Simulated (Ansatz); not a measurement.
**From Fe to Cr**

System: Fe (Fm-3m, 1 atom in the cell).
Method of run 1: DFT PBEsol, scalar-relativistic, plane waves, PAW, spin-polarised (Ansatz 0.2.0).
System of run 2: Cr (Fm-3m, 1 atom in the cell).

On run 1: The structure was made by swapping elements on the sites of another compound; it need not be a known phase. On run 2: The structure was made by swapping elements on the sites of another compound; it need not be a known phase. It belongs to a series of runs on one base structure; here: Al -> Cr on all its sites, cell and atoms relaxed. Text and figures count atoms from 1; the logs count them from 0 in places.

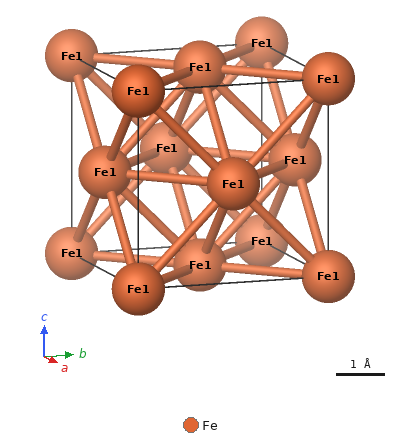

The input geometry (ball-and-stick view of the cell 4 times as large as that of the calculation, set on its symmetry axes, seen slightly off an axis; atoms are numbered from 1 in the order of the input). An atom can appear more than once, as a periodic image. Near neighbours in the periodic cell (some may lie outside the picture): Fe has 12 Fe at 3.01 Å.

## Input, run 1
```yaml
crystal:
  lattice:
    - [0.0, 2.1278227894, 2.1278227894]
    - [2.1278227894, 0.0, 2.1278227894]
    - [2.1278227894, 2.1278227894, 0.0]
  atoms:
    - { symbol: Fe, position: [0.0, 0.0, 0.0], spin: 3.49 }
basis:
  ecutwfc: 420
kpoints:
  mp_grid: { grid: [8, 8, 8] }
hamiltonian:
  xc: pbesol
scf:
  occupations: { method: gaussian, width: 0.1 }
output:
  forces: true
  stress: true
  eigenvalues: true
  populations: true
magnetization:
  spin_polarized: true
relax:
  adjacent_minimum: "off"
  f_tol: 0.05
  max_steps: 60
  cell: { stress_tol: 0.5 }
```

Command:
```bash
ansatz run input.yaml --threads 1 --pin off --max-ram 2560MiB --backend cpu --events-out ev --progress --plain --runs-dir out
```

Hardware: 1 thread of Intel Xeon (Granite Rapids), 192 GiB of memory available, shared host.

## Output, shortened to warnings, some set-up lines, iterations and results (run 1)
```
Basis set: ecut = 420 eV, 339 PW (Γ), exchange–correlation on 48×48×48 points (8 copies of the dense FFT grid, shifted against one another)
Symmetry: 48 space group operations
k-points: 29 of 512
Initial density: superposition of atomic densities (chi_scale 0.1, normalization cell)
[...]
SCF iter   1: F=—  HF=-4447.281639 eV  |F-HF|=—  |Δ(HF+E_count)|=         —  Δρ=3.38e-2 (↑9.17e-3 ↓3.38e-2)  dr2=1.79e-1  dr2_m=4.92e-2  M=3.250 μB ∫|m|=3.331 μB  β_m=0.30  …
SCF iter   2: F=—  HF=-4447.293339 eV  |F-HF|=—  |Δ(HF+E_count)|=         —  Δρ=1.83e-2 (↑8.77e-3 ↓1.83e-2)  dr2=2.76e-2  dr2_m=2.56e-2  M=3.215 μB ∫|m|=3.312 μB  β_m=0.30  …
SCF iter   3: F=—  HF=-4447.341155 eV  |F-HF|=—  |Δ(HF+E_count)|=   4.78e-2  Δρ=1.08e-2 (↑1.07e-2 ↓1.08e-2)  dr2=6.07e-3  dr2_m=1.59e-2  M=3.214 μB ∫|m|=3.317 μB  β_m=0.51  …
SCF iter   4: F=—  HF=-4447.426109 eV  |F-HF|=—  |Δ(HF+E_count)|=   8.50e-2  Δρ=5.90e-3 (↑2.66e-3 ↓5.90e-3)  dr2=2.49e-3  dr2_m=2.02e-3  M=3.186 μB ∫|m|=3.311 μB  β_m=0.53  …
SCF iter   5: F=—  HF=-4447.447098 eV  |F-HF|=—  |Δ(HF+E_count)|=   2.10e-2  Δρ=4.86e-3 (↑2.18e-3 ↓4.86e-3)  dr2=4.32e-3  dr2_m=1.45e-3  M=3.130 μB ∫|m|=3.285 μB  β_m=0.77  …
[... 63 lines ...]
SCF iter   6: F=—  HF=-4448.646448 eV  |F-HF|=—  |Δ(HF+E_count)|=   8.83e-7  Δρ=2.06e-5 (↑2.06e-5 ↓3.73e-6)  dr2=2.32e-8  dr2_m=1.18e-8  M=2.686 μB ∫|m|=2.749 μB  β_m=0.86  …
SCF iter   7: F=—  HF=-4448.646448 eV  |F-HF|=—  |Δ(HF+E_count)|=   4.32e-8  Δρ=4.38e-6 (↑4.38e-6 ↓1.52e-6)  dr2=2.31e-9  dr2_m=2.34e-10  M=2.686 μB ∫|m|=2.749 μB  β_m=0.93  …
SCF iter   8: F=-4448.646448 eV  HF=-4448.646448 eV  |F-HF|=1.27e-10  |Δ(HF+E_count)|=  7.43e-10  Δρ=7.26e-7 (↑7.26e-7 ↓6.09e-7)  dr2=1.42e-10  dr2_m=4.33e-13  M=2.686 μB …
SCF 7 converged in 8 iterations: F = -4448.646448 eV  dr2 = 1.42e-10
relax step   7: F+E_penalty+E_count = -4448.64644777 eV  Δ(F+E_penalty+E_count) = +2.456e-3 eV  max|allowed force component| = 0.000e0 eV/Å  Δτ_max = 0.0000 Å  P = +0.084 GPa …
basis re-selected at this cell: Δ(F+E_penalty+E_count) = +2.456e-3 eV, ΔP = -0.036 GPa vs the last step (what re-selecting the basis moved, of the pressure what is left beyond the Pulay correction that the steps carried, after the strain that the cell walked since its last selection, with what the …
SCF converged after 8 iterations
Magnetization: 2.6864 μB (9.3432 up, 6.6568 down)
Absolute magnetization: 2.7491 μB (∫|ρ↑−ρ↓|, with the PAW one-centre terms)
Spin contamination: 0.0355 ħ² per cell (⟨S²⟩ above its minimum at these occupations)
Per-site moments (μB) at R_I (Å): [(2.697558467519793, 1.0500258663235438)]
Free energy (F): -4448.646448 eV
Harris-Foulkes:  -4448.646448 eV  (|F-HF|=1.27e-10)
Internal energy: -4448.639477 eV  (E = F + TS)
E sigma→0 (E₀):  -4448.642963 eV
Entropy (-TS):   -0.006970 eV (-6.970 meV/atom)
Fermi energy:    17.894102 eV
--- Per-component energies (eV) ---
  E_band       = -220.033120
  E_kinetic    = 349.377840
  E_local      = -2098.400045  (includes V_loc(G=0)·N_el)
  E_nonlocal   = 221.863796
  E_hartree    = 878.467605
  E_xc         = -116.693269
  E_vxc        = -150.865341  (∫ρ·V_xc dr)
  E_paw        = -1335.981841  (= ΣΔE_a)
  E_vpaw       = -298.946054  (= ΣTr[D̂ρ^β])
  E_aug_tail   = 0.000757  (compensation charges beyond the density's cutoff)
  E_ewald      = -2347.453522
  E_core_change = 0.179202  (= ΣΔE_core)
  E_smearing   = -0.006970  (= −TS)
  E_closure    = 0.000000  (closes the sum)
  Σ components = -4448.646448   (vs F -4448.646448, Δ=0.00e0)
--- Forces (eV/Å), atoms counted from 1 ---
  atom   1  Fe    -0.00000000     0.00000000    -0.00000000
  max |Σ_I F_I| component: 3.90e-32 eV/Å
--- Stress (GPa, compression-positive) ---
        0.084029      -0.000000      -0.000000
       -0.000000       0.084029      -0.000000
       -0.000000      -0.000000       0.084029
  P = ⅓ Tr σ = 0.0840 GPa (0.840 kbar)
--- Relaxed structure (6 steps of the walk, 6 accepted, 1 SCFs on fresh bases) ---
  F+E_penalty+E_count = -4448.64644777 eV   max|allowed force component| = 0.000e0 eV/Å   (the final SCF, on the basis selected at the relaxed cell)
[...]
```

The input of run 2 differs as follows (lines with − go, lines with + come):
```diff
-    - [0.0, 2.1278227894, 2.1278227894]
-    - [2.1278227894, 0.0, 2.1278227894]
-    - [2.1278227894, 2.1278227894, 0.0]
+    - [0.0, 2.2033871507, 2.2033871507]
+    - [2.2033871507, 0.0, 2.2033871507]
+    - [2.2033871507, 2.2033871507, 0.0]
-    - { symbol: Fe, position: [0.0, 0.0, 0.0], spin: 3.49 }
+    - { symbol: Cr, position: [0.0, 0.0, 0.0], spin: 4.13 }
```

What does this change do to the results?

The total energies belong to different systems, so their difference says nothing on which is more stable or more accurate. The net moment of the cell goes from 2.69 to 0.00 μB. The pressure goes from 0.08 to −0.49 GPa. The volume per atom goes from 11.66 to 11.54 Å³. The SCF takes 78 iterations over all geometry steps against 59.

## Output, shortened to warnings, some set-up lines, iterations and results (run 2)
```
WARN: the net moment that the starting moments add up to was not kept: the SCF closed with a net magnetisation of 4.1e-1 μB in size, at most 0.1 of the 4.13 μB that the starting moments add up to as vectors. Its absolute magnetisation is 4.2e-1 μB, where they sum to 4.13 μB in size (1 site): that figure counts also what cancels out within the cell. The system's net moment may be that small; this …
WARN: the starting moments were not kept: the SCF closed with an absolute magnetisation of 8.1e-7 μB, where they sum to 4.13 μB in size (1 site). That is at most 0.1 of that sum. Measured as dr2_m measures the in/out step, that magnetisation stands 4.3e-13 eV from none, at or under the dr2_threshold of 1.0e-7 eV: it is no larger than a step whose dr2_m would equal this threshold. The system may …
Basis set: ecut = 420 eV, 411 PW (Γ), exchange–correlation on 48×48×48 points (8 copies of the dense FFT grid, shifted against one another)
Symmetry: 48 space group operations
k-points: 29 of 512
Initial density: superposition of atomic densities (chi_scale 0.1, normalization cell)
[...]
SCF iter   1: F=—  HF=-3347.195229 eV  |F-HF|=—  |Δ(HF+E_count)|=         —  Δρ=5.68e-2 (↑5.68e-2 ↓3.07e-2)  dr2=1.72e0  dr2_m=4.08e-2  M=3.917 μB ∫|m|=3.917 μB  β_m=0.30  …
SCF iter   2: F=—  HF=-3347.136090 eV  |F-HF|=—  |Δ(HF+E_count)|=   5.91e-2  Δρ=2.46e-2 (↑2.46e-2 ↓2.32e-2)  dr2=5.98e-1  dr2_m=2.66e-3  M=3.970 μB ∫|m|=3.970 μB  β_m=0.45  …
SCF iter   3: F=—  HF=-3347.110994 eV  |F-HF|=—  |Δ(HF+E_count)|=   2.51e-2  Δρ=1.35e-2 (↑1.35e-2 ↓9.56e-3)  dr2=2.10e-2  dr2_m=1.84e-2  M=4.019 μB ∫|m|=4.019 μB  β_m=0.69  …
SCF iter   4: F=—  HF=-3347.103448 eV  |F-HF|=—  |Δ(HF+E_count)|=         —  Δρ=9.77e-3 (↑9.77e-3 ↓3.70e-3)  dr2=6.83e-3  dr2_m=8.66e-3  M=4.076 μB ∫|m|=4.076 μB  β_m=0.69  …
SCF iter   5: F=—  HF=-3347.104521 eV  |F-HF|=—  |Δ(HF+E_count)|=   1.07e-3  Δρ=8.20e-3 (↑8.20e-3 ↓1.56e-3)  dr2=1.51e-2  dr2_m=2.78e-3  M=4.011 μB ∫|m|=4.012 μB  β_m=0.53  …
[... 82 lines ...]
SCF iter   6: F=—  HF=-3348.783083 eV  |F-HF|=—  |Δ(HF+E_count)|=   7.26e-8  Δρ=4.09e-6 (↑4.04e-6 ↓4.09e-6)  dr2=6.20e-9  dr2_m=7.99e-14  M=0.000 μB ∫|m|=0.000 μB  β_m=0.84  …
SCF iter   7: F=—  HF=-3348.783083 eV  |F-HF|=—  |Δ(HF+E_count)|=   2.18e-8  Δρ=3.59e-7 (↑3.33e-7 ↓3.59e-7)  dr2=4.49e-11  dr2_m=2.46e-14  M=0.000 μB ∫|m|=0.000 μB  β_m=0.92  …
SCF iter   8: F=-3348.783083 eV  HF=-3348.783083 eV  |F-HF|=4.55e-13  |Δ(HF+E_count)|=  1.04e-10  Δρ=5.81e-8 (↑5.81e-8 ↓4.62e-8)  dr2=1.01e-12  dr2_m=5.65e-15  M=0.000 μB …
SCF 7 converged in 8 iterations: F = -3348.783083 eV  dr2 = 1.01e-12
relax step   7: F+E_penalty+E_count = -3348.78308319 eV  Δ(F+E_penalty+E_count) = +2.073e-3 eV  max|allowed force component| = 0.000e0 eV/Å  Δτ_max = 0.0000 Å  P = -0.491 GPa …
basis re-selected at this cell: Δ(F+E_penalty+E_count) = +2.073e-3 eV, ΔP = -0.008 GPa vs the last step (what re-selecting the basis moved, of the pressure what is left beyond the Pulay correction that the steps carried, after the strain that the cell walked since its last selection, with what the …
SCF converged after 8 iterations
Magnetization: 0.0000 μB (7.0000 up, 7.0000 down)
Absolute magnetization: 0.0000 μB (∫|ρ↑−ρ↓|, with the PAW one-centre terms)
Spin contamination: 0.0000 ħ² per cell (⟨S²⟩ above its minimum at these occupations)
Per-site moments (μB) at R_I (Å): [(4.4300034637717575e-7, 1.0462886611816666)]
Free energy (F): -3348.783083 eV
Harris-Foulkes:  -3348.783083 eV  (|F-HF|=4.55e-13)
Internal energy: -3348.772584 eV  (E = F + TS)
E sigma→0 (E₀):  -3348.777834 eV
Entropy (-TS):   -0.010499 eV (-10.499 meV/atom)
Fermi energy:    18.935734 eV
--- Per-component energies (eV) ---
  E_band       = -143.670115
  E_kinetic    = 343.731867
  E_local      = -1175.549060  (includes V_loc(G=0)·N_el)
  E_nonlocal   = 80.398004
  E_hartree    = 512.471152
  E_xc         = -139.224863
  E_vxc        = -178.400492  (∫ρ·V_xc dr)
  E_paw        = -1167.071329  (= ΣΔE_a)
  E_vpaw       = -238.793139  (= ΣTr[D̂ρ^β])
  E_aug_tail   = 0.000357  (compensation charges beyond the density's cutoff)
  E_ewald      = -1803.688711
  E_core_change = 0.160000  (= ΣΔE_core)
  E_smearing   = -0.010499  (= −TS)
  E_closure    = 0.000000  (closes the sum)
  Σ components = -3348.783083   (vs F -3348.783083, Δ=0.00e0)
--- Forces (eV/Å), atoms counted from 1 ---
  atom   1  Cr    -0.00000000     0.00000000    -0.00000000
  max |Σ_I F_I| component: 6.98e-32 eV/Å
--- Stress (GPa, compression-positive) ---
       -0.490918      -0.000000      -0.000000
       -0.000000      -0.490918       0.000000
       -0.000000       0.000000      -0.490918
  P = ⅓ Tr σ = -0.4909 GPa (-4.909 kbar)
--- Relaxed structure (6 steps of the walk, 6 accepted, 1 SCFs on fresh bases) ---
  F+E_penalty+E_count = -3348.78308319 eV   max|allowed force component| = 0.000e0 eV/Å   (the final SCF, on the basis selected at the relaxed cell)
[...]
```

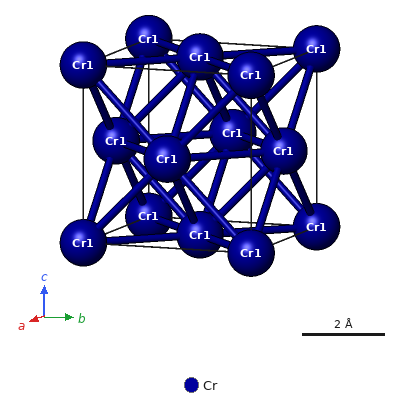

The input structure of run 2 (ball-and-stick view of the cell 4 times as large as that of the calculation, set on its symmetry axes, seen slightly off an axis; atoms are numbered from 1 in the order of the input). An atom can appear more than once, as a periodic image.

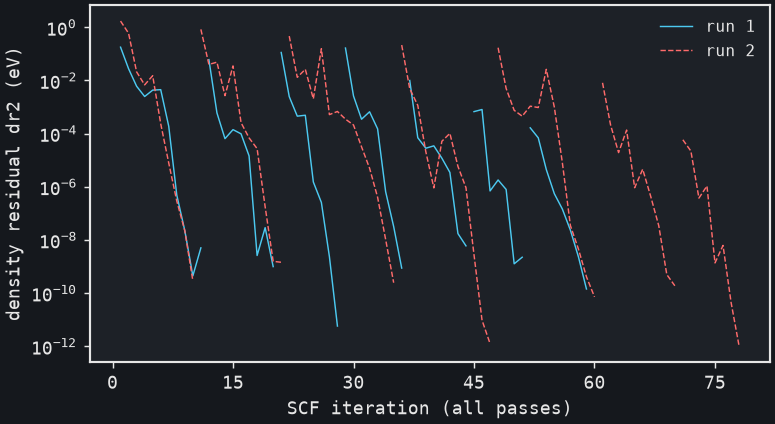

Convergence of the two runs: density residual dr2 against the SCF iteration. A break in a curve parts two SCF passes. Run 1 takes 59 iterations in all, and run 2 takes 78.

## The two runs side by side

| quantity | run 1 | run 2 |
| --- | --- | --- |
| outcome | converged | converged |
| free energy per atom (eV) | −4448.6464 | −3348.7831 |
| energy per atom, smearing taken to zero (eV) | −4448.6430 | −3348.7778 |
| gap on the mesh (eV) | 0.00 | 0.00 |
| net moment of the cell (μB) | 2.69 | 0.00 |
| absolute moment of the cell (μB) | 2.75 | 0.00 |
| pressure (GPa) | 0.08 | −0.49 |
| volume per atom (Å³) | 11.66 | 11.54 |
| largest force (eV/Å) | 0.000 | 0.000 |
| SCF iterations | 59 | 78 |
| irreducible k-points | 29 | 29 |
| wall time (shared host) | 5.3 s | 6.6 s |

For run 2: Warnings: some starting moments were not kept.
